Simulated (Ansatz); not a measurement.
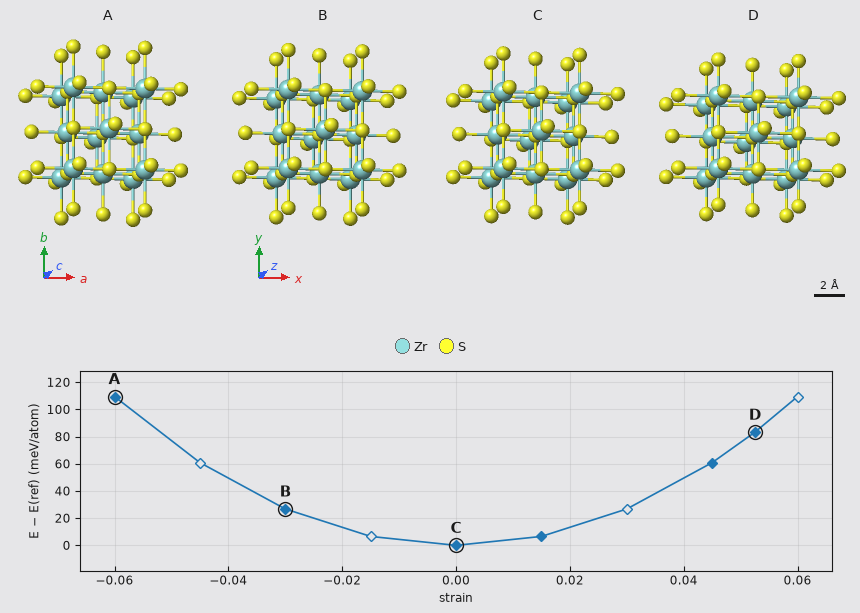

Crystalline ZrS (Fm-3m): the cell is strained along x and oppositely along y, with the atoms kept at their fractional coordinates. x, y and z are the Cartesian axes of the input. The lettered frames are marked on the plot. Hollow markers are points alike by symmetry, not computed again. A ball-and-stick model of the conventional cell (4 times the calculation's cell), seen along the c axis, with a slight tilt. Lengths and directions refer to the drawn axes.

Level of theory: Ansatz 0.2.0, DFT r2SCAN, scalar-relativistic, plane waves, PAW. Set-up: plane-wave cutoff 500 eV; k-point mesh 16 × 16 × 16; occupations gaussian; smearing width 0.15 eV; no spin polarisation. Energies (free energies at the smearing named) are counted from the cell as listed in its source, which wasn't relaxed.

> What does the scan show?

The lowest computed point lies at the strain 0.00 (0.0 meV/atom). At the ends of the scan the energy is 109.5 meV/atom (−0.06) and 109.5 meV/atom (0.06). The unrelaxed reference is under a pressure of −2.0 GPa. The distortion takes the space group from Fm-3m to Fmmm. At the strain −0.06 the cell of the drawing goes a 5.250 → 4.935 Å, b 5.250 → 5.565 Å.
